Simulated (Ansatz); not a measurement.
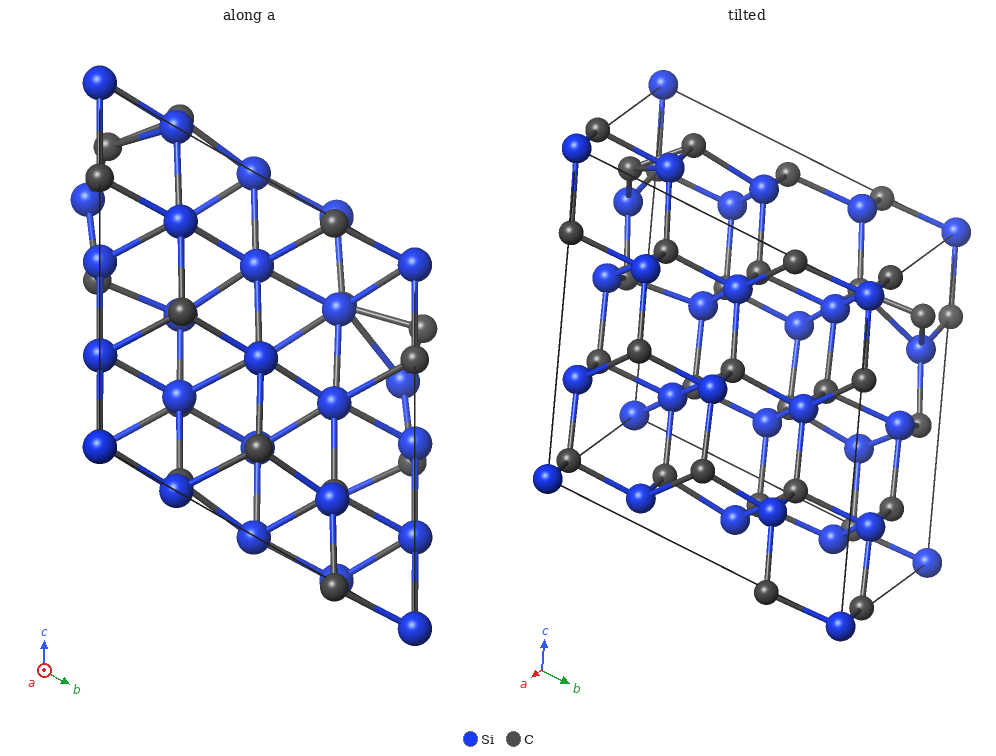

Ball-and-stick representation of a periodic structure, projected along the a axis and slightly off an axis. The box is the simulation cell; atoms on or close to its faces, edges and corners are drawn wherever they repeat.

Si16C17, a = 7.59 Å, b = 7.59 Å, c = 7.59 Å, α = 109.47°, β = 109.47°, γ = 109.47°.

Method: DFT PBE, scalar-relativistic, plane waves, PAW (Ansatz); a plane-wave cutoff of 420 eV, k-point mesh 2×2×2, Gaussian smearing of 0.02 eV, no spin polarisation.

Does it come out as a metal, or with a gap?

A semiconductor at this level, with a gap of 1.12 eV on the k-mesh (the true edges may lie between mesh points, so the gap can be somewhat smaller).

The initial geometry was a structure listed in the Materials Project, repeated into a supercell with a point defect put in. The cell was then strained or its atoms displaced on purpose. A calculation with Ansatz used it as input.
